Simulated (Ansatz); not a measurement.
**Run report: SnO, single-point calculation**

The run: single-point calculation of SnO (Imm2, 2 atoms in the cell). Method and program: DFT, PBE, plane waves, PAW, no spin polarisation (Ansatz 0.2.0).

The structure was built on a prototype by a generator. The geometry comes from this level: r2SCAN (a point of a series of strains). It belongs to a series of runs on one base structure; here: shear_xy strain +0.5%.

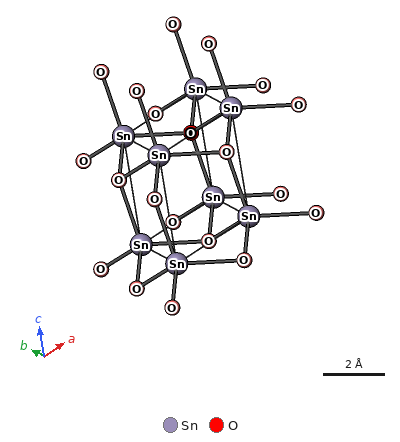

*The input geometry (ball-and-stick view of the reduced cell, seen slightly off an axis; neighbours outside the cell are drawn fainter).*

Near neighbours in the crystal (not all of them lie inside the picture): Sn has 4 O at 2.34 to 2.35 Å; O has 4 Sn at 2.34 to 2.35 Å.

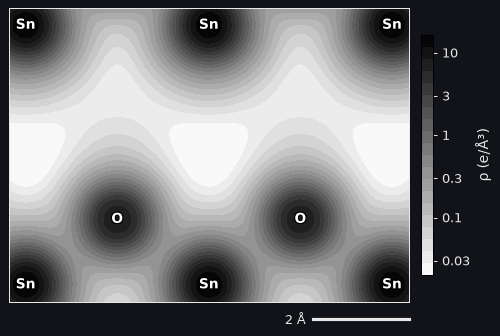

*Valence electron density on the (010) plane of the conventional cell.*

Atoms in the plane: Sn and O. Sn–O (2.35 Å): ρ at the midpoint is about 0.38 e/Å³. Away from the nuclei the density in this plane falls to 0.02 e/Å³ at its lowest. The fields are those of the smooth PAW valence density.

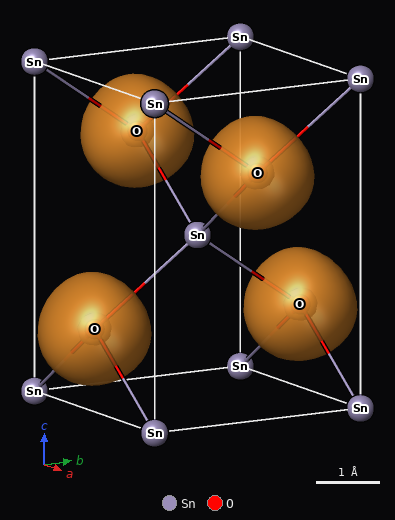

*Isosurface of the electron localisation function at 0.6 (orange), seen at an oblique angle. Only the valence region is drawn (cores and ρ < 0.01 e/Å³ removed). Sticks mark near contacts. The outline is the cell set on symmetry axes.*

Values along the shortest contacts: Sn–O (2.34 Å): the ELF is about 0.20 at the midpoint.

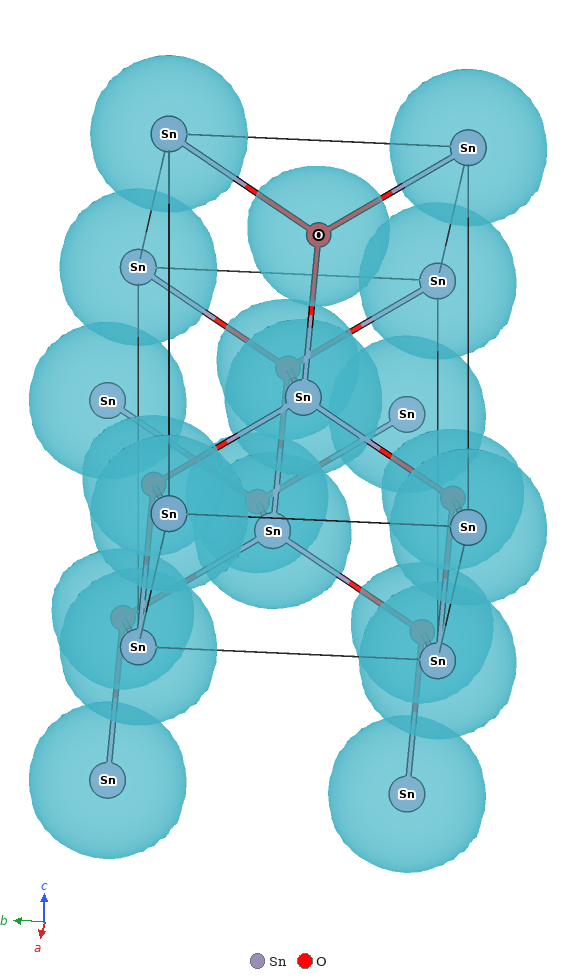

*Isosurface of the valence electron density at 0.5 e/Å³ (cyan), seen at an oblique angle. Sticks mark near contacts. The outline is the cell set on symmetry axes.*

At this value the density breaks into separate islands; it holds about 75 % of the electrons treated as valence (semicore included). It is pinched off along the Sn–O (2.34 Å) contacts. On the grid the lowest density along these lines, outside the cores, is 0.38 e/Å³ (Sn–O, 2.34 Å).

The input that produced these results follows, with the program's output.

### Input
```yaml
crystal:
  lattice:
    - [0.0060934831, 2.7082147278, 2.7082147278]
    - [2.7082147278, 0.0060934831, 2.7082147278]
    - [2.714308211, 2.714308211, 1.0e-10]
  atoms:
    - { symbol: Sn, position: [0.001067096, 0.001067096, -0.001067096] }
    - { symbol: O, position: [0.248932904, 0.248932904, 0.251067096] }
kpoints:
  mp_grid: { grid: [8, 8, 8] }
  band_path:
    path:
      - [0.0, 0.0, 0.0]
      - [-0.5, -0.5, 0.0]
      - [-0.375, -0.375, 0.25]
      - [-0.375, 0.0, 0.375]
      - [0.0, 0.0, 0.5]
      - [-0.5, -0.25, 0.25]
      - [-0.5, -0.4, 0.1]
      - [0.25, -0.25, -0.5]
      - [0.0, 0.5, 0.5]
    npoints: 1
hamiltonian:
  xc: pbe
scf:
  occupations: { method: fermi_dirac, width: 0.02 }
  n_extra_bands: 4
output:
  forces: true
  stress: true
  eigenvalues: true
  write_density: true
  write_potential: true
  elf: true
  volumetric_format: npy
```

Run as:
```bash
ansatz run input.yaml --threads 4 --pin off --max-ram 3686MiB --backend cpu --events-out ev --progress --plain --runs-dir out
```

### Output
```
scf.n_extra_bands = 4 over 10 filled bands (N_el = 20.0): the run solves 14 bands
Engine: ansatz 0.2.0, x86_64-unknown-linux-gnu
Pseudopotentials: kind: paw
Pseudopotential: Sn, paw, valence charge 14, recommended cutoff 420 eV (normal), Sn.paw.azcp
Pseudopotential: O, paw, valence charge 6, recommended cutoff 420 eV (normal), O.paw.azcp
Functional definition: PBE
  parameter kappa = 0.804
  parameter beta = 0.06672455060314922
  exchange = pbe_x(kappa = kappa, mu = beta*pi^2/3)
  correlation = pbe_c(beta = beta)
Crystal: 2 atoms, lattice volume = 39.726 Å³
Basis set: ecut = 420 eV, 749 PW (Γ), exchange–correlation on 54×54×54 points (8 copies of the dense FFT grid, shifted against one another)
Bands: 14, of which v1, the nominal top of the filled ones, is band 10 counted from 1 (9 counted from 0)
Symmetry: 4 space group operations
Space group: Imm2 (ITA 44), of the structure as read, at distance tolerance 3.4e-5 Å
k-points: 95 of 512 (time reversal used)
Non-local potential: Sn, projectors of the file, l = 0: 2, l = 1: 2, l = 2: 2, l = 3: 2
Non-local potential: O, projectors of the file, l = 0: 2, l = 1: 2, l = 2: 1
PAW form: soft (Blöchl's): semilocal exchange-correlation on the pseudo side does not see the compensation charge
PAW one-centre angular grid: Sn, 590 points (default); XC on 64 Gauss nodes
PAW one-centre angular grid: O, 110 points (default); XC on 64 Gauss nodes
Initial density: superposition of atomic densities (neutral atoms: chi_scale 0, normalization atom), corrected by the library's trained network
Initial wavefunctions: pseudopotential atomic-orbital guess
Functional: x = pbe(κ = 0.804, μ = 0.2195149727645171), c = pbe(β = 0.06672455060314922)
SCF iter   1: F=—  HF=-6590.776342 eV  |F-HF|=—  |Δ(HF+E_count)|=         —  Δρ=6.66e-3  dr2=1.99e-2  ethr=1.77e-3  ⟨swp⟩=5.9  Hψ=7441  notcnv=0
preconditioner: auto → none  [insulator: Δε(μ)=0.068 eV  Ē_g=19.031 eV  σ=0.020 eV  W_gap=0.62  n_scr=14 (ndim 8)  ℏωp=26.3 eV  f_vac=0.025  D(μ)=0.65/eV (n_scr^D=0)  ε∞_Penn≈2.9]
SCF iter   2: F=—  HF=-6590.780147 eV  |F-HF|=—  |Δ(HF+E_count)|=   3.81e-3  Δρ=1.05e-2  dr2=4.21e-2  ethr=9.97e-5  ⟨swp⟩=2.3  Hψ=2977  notcnv=0
SCF iter   3: F=—  HF=-6590.772212 eV  |F-HF|=—  |Δ(HF+E_count)|=   7.94e-3  Δρ=7.34e-4  dr2=9.63e-5  ethr=9.97e-5  ⟨swp⟩=2.0  Hψ=2052  notcnv=0
SCF iter   4: F=—  HF=-6590.772413 eV  |F-HF|=—  |Δ(HF+E_count)|=   2.01e-4  Δρ=2.64e-4  dr2=2.73e-5  ethr=4.82e-7  ⟨swp⟩=3.1  Hψ=2649  notcnv=0
SCF iter   5: F=—  HF=-6590.772410 eV  |F-HF|=—  |Δ(HF+E_count)|=   2.50e-6  Δρ=5.62e-5  dr2=1.10e-6  ethr=1.36e-7  ⟨swp⟩=2.0  Hψ=2282  notcnv=0
SCF iter   6: F=—  HF=-6590.772411 eV  |F-HF|=—  |Δ(HF+E_count)|=   6.95e-7  Δρ=1.90e-5  dr2=1.60e-7  ethr=5.00e-10  ⟨swp⟩=10.1  Hψ=9605  notcnv=0
SCF iter   7: F=-6590.772411 eV  HF=-6590.772411 eV  |F-HF|=2.51e-9  |Δ(HF+E_count)|=   2.57e-8  Δρ=4.40e-6  dr2=9.66e-9  ethr=5.00e-10  ⟨swp⟩=8.3  Hψ=7541  notcnv=0
SCF 1 converged in 7 iterations: F = -6590.772411 eV  dr2 = 9.66e-9
  greatest PAW one-centre occupation: 0.992 electrons in one spin orbital (limit 2), on the Sn atom at site 0 (counted from 0), in its partial waves of l = 2
NSCF: frozen V_eff on 9 k-points
SCF converged after 7 iterations
Free energy (F): -6590.772411 eV
Harris-Foulkes:  -6590.772411 eV  (|F-HF|=2.51e-9)
Internal energy: -6590.771768 eV  (E = F + TS)
E sigma→0 (E₀):  -6590.772090 eV
Entropy (-TS):   -0.000643 eV (-0.321 meV/atom)
Fermi energy:    8.658543 eV
--- Per-component energies (eV) ---
  E_band       = -118.081764
  E_kinetic    = 359.135661
  E_local      = -1332.442480  (includes V_loc(G=0)·N_el)
  E_nonlocal   = 15.208314
  E_hartree    = 707.864684
  E_xc         = -456.854051
  E_vxc        = -190.392096  (∫ρ·V_xc dr)
  E_paw        = -4290.677568  (= ΣΔE_a)
  E_vpaw       = -385.321299  (= ΣTr[D̂ρ^β])
  E_aug_tail   = 0.002326  (compensation charges beyond the density's cutoff)
  E_ewald      = -1593.008654
  E_smearing   = -0.000643  (= −TS)
  E_closure    = 0.000000  (closes the sum)
  Σ components = -6590.772411   (vs F -6590.772411, Δ=0.00e0)
--- Forces (eV/Å), atoms counted from 1 ---
  atom   1  Sn    -0.00000000    -0.00000000     0.00224907
  atom   2  O      0.00000000     0.00000000    -0.00229649
  max |Σ_I F_I| component: 4.74e-5 eV/Å
--- Stress (GPa, compression-positive) ---
        2.377249       0.348511       0.000000
        0.348511       2.377249       0.000000
        0.000000       0.000000       2.382356
  P = ⅓ Tr σ = 2.3790 GPa (23.790 kbar)
--- Band table (eV; the first three rows and the last of 95) ---
  k-point 0: bands = ["-13.1394", "-13.1391", "-13.1386", "-13.0930", "-13.0930", "-10.3353", "2.3187", "4.9433", "4.9585", "4.9742", "13.0853", "13.1015", "13.1181", "17.6769"]
  k-point 1: bands = ["-13.1587", "-13.1349", "-13.1341", "-13.0927", "-13.0926", "-10.2503", "2.0081", "4.8847", "4.9066", "5.2363", "12.2560", "13.1759", "13.1876", "18.3668"]
  k-point 2: bands = ["-13.2036", "-13.1280", "-13.1270", "-13.0881", "-13.0879", "-10.0380", "1.3789", "4.7286", "4.7522", "5.7692", "11.0851", "13.2786", "13.2915", "17.7337"]
  k-point 94: bands = ["-13.3274", "-13.1221", "-13.0731", "-13.0730", "-13.0708", "-9.5399", "0.8033", "3.7554", "3.8000", "7.9749", "8.4836", "13.8491", "13.8573", "14.0337"]
```

### File bands.tsv
```
# k_distance	band_0	band_1	band_2	band_3	band_4	band_5	band_6	band_7	band_8	band_9	band_10	band_11	band_12	band_13
# fermi_ev = 8.658543
# lock_threshold_ev = 1e-6
# [0, 0, 0] at k_distance = 0.000000
# [-0.5, -0.5, 0] at k_distance = 1.160023
# [-0.375, -0.375, 0.25] at k_distance = 1.569233
# [-0.375, 0, 0.375] at k_distance = 2.280669
# [0, 0, 0.5] at k_distance = 2.992104
# [-0.5, -0.25, 0.25] at k_distance = 3.812368
# [-0.5, -0.4, 0.1] at k_distance = 4.160378
# [0.25, -0.25, -0.5] at k_distance = 6.388716
# [0, 0.5, 0.5] at k_distance = 8.780183
# levels_relative_to = fermi_ev
# free_energy_ev = -6590.772411
# largest_residual_norms_ev = 3.760e-4 3.204e-4 3.508e-4 3.350e-4 3.535e-4 1.960e-4 6.342e-4 9.705e-4 1.184e-3 1.034e-3 1.196e-3 1.732e-3 1.250e-3 1.932e-3
0.000000	-21.797986	-21.797689	-21.797158	-21.751588	-21.751545	-18.993881	-6.339872	-3.715256	-3.700059	-3.684313	4.426786	4.442962	4.459571	9.018320
1.160023	-21.985987	-21.780664	-21.731594	-21.731546	-21.729331	-18.198451	-7.855216	-4.903128	-4.858574	-0.683687	-0.174894	5.190571	5.198740	5.375191
1.569233	-21.960325	-21.773778	-21.749875	-21.742657	-21.736466	-18.202572	-7.763833	-5.540582	-4.620645	-0.334636	0.675840	3.373705	5.033430	6.768801
2.280669	-21.960488	-21.773278	-21.750246	-21.742733	-21.736545	-18.201869	-7.753168	-5.526613	-4.641623	-0.366767	0.695816	3.357289	5.032938	6.789772
2.992104	-21.922158	-21.785606	-21.784508	-21.730936	-21.730862	-18.374988	-8.059448	-4.134088	-4.108141	-2.406954	1.616429	4.574204	4.616110	8.510258
3.812368	-21.956150	-21.768860	-21.768123	-21.741498	-21.730698	-18.182213	-7.703583	-5.273374	-5.232426	0.010439	1.275802	2.566603	4.412713	7.843761
4.160378	-21.976728	-21.777197	-21.743245	-21.733671	-21.730409	-18.192830	-7.806349	-5.036344	-4.994296	-0.218326	-0.090035	4.423821	4.694127	6.306325
6.388716	-21.956102	-21.768582	-21.768402	-21.741478	-21.730723	-18.182266	-7.703461	-5.268766	-5.237103	0.011033	1.274385	2.567815	4.412422	7.843324
8.780183	-21.985884	-21.780666	-21.731621	-21.731574	-21.729287	-18.198558	-7.855079	-4.881047	-4.880612	-0.678819	-0.179801	5.184433	5.194626	5.385389
```

### File rho_z.tsv
```
# z_ang	rho[e/angstrom^3]
# format = ansatz-planar-average/11
# lattice	0.006093483	2.708214728	2.708214728
# lattice	2.708214728	0.006093483	2.708214728
# lattice	2.714308211	2.714308211	0.000000000
# sites	2
# site	50	-0.000000000	-0.000000000	0.005779850
# site	8	1.357154105	1.357154105	1.348327514
0.000000	1.095185e0
0.142171	1.079109e0
0.284342	9.979597e-1
0.426512	9.021470e-1
0.568683	8.285108e-1
0.710854	7.810381e-1
0.853025	7.412009e-1
0.995196	6.876501e-1
1.137366	6.079228e-1
1.279537	5.025053e-1
1.421708	3.854941e-1
1.563879	2.787255e-1
1.706050	1.979382e-1
1.848220	1.442917e-1
1.990391	1.109168e-1
2.132562	9.212339e-2
2.274733	8.454987e-2
2.416904	8.626511e-2
2.559074	9.755862e-2
2.701245	1.211498e-1
2.843416	1.627504e-1
2.985587	2.314422e-1
3.127758	3.373534e-1
3.269928	4.862746e-1
3.412099	6.709252e-1
3.554270	8.633164e-1
3.696441	1.018738e0
```

### File v_z.tsv
```
# z_ang	v_es[eV]	v_tot[eV]
# format = ansatz-planar-average/11
# xc	pbe
# density_cutoff_ev	1680
# datasets	Sn=:simpson_from_first_knot:soft	O=:simpson_from_first_knot:soft
# lattice	0.006093483	2.708214728	2.708214728
# lattice	2.708214728	0.006093483	2.708214728
# lattice	2.714308211	2.714308211	0.000000000
# sites	2
# site	50	-0.000000000	-0.000000000	0.005779850
# site	8	1.357154105	1.357154105	1.348327514
0.000000	6.960166e0	-5.810072e0
0.142171	6.425818e0	-6.569277e0
0.284342	5.085805e0	-7.931535e0
0.426512	3.490743e0	-9.356210e0
0.568683	2.144565e0	-1.035983e1
0.710854	1.351193e0	-1.070758e1
0.853025	1.340933e0	-1.021565e1
0.995196	2.155669e0	-8.878181e0
1.137366	3.581357e0	-6.916841e0
1.279537	5.262119e0	-4.644868e0
1.421708	6.876818e0	-2.382457e0
1.563879	8.350349e0	-2.170612e-1
1.706050	9.650157e0	1.777279e0
1.848220	1.043767e1	3.176593e0
1.990391	1.058771e1	3.799923e0
2.132562	1.045201e1	3.898091e0
2.274733	1.010946e1	3.560464e0
2.416904	9.550216e0	2.965676e0
2.559074	8.716081e0	2.009745e0
2.701245	7.612366e0	5.345412e-1
2.843416	6.450492e0	-1.187493e0
2.985587	5.544151e0	-2.789241e0
3.127758	5.114436e0	-4.047504e0
3.269928	5.213237e0	-4.834162e0
3.412099	5.702655e0	-5.222232e0
3.554270	6.339981e0	-5.373144e0
3.696441	6.824760e0	-5.511182e0
```

### Results in brief

| quantity | value |
| --- | --- |
| outcome | converged |
| space group (tolerance 0.01 Å) | Imm2 (44) |
| electrons treated | 20 |
| free energy | −6590.7724 eV |
| Fermi energy | 8.659 eV |
| band gap | none (metallic) |
| pressure | 2.38 GPa |
| largest force (length of the vector) | 0.002 eV/Å |
| hardware | 4 threads of an x86-64 CPU, shared host |
| wall time | 5.8 s (CPU time 15 s) |
| peak memory | 0.41 GiB |
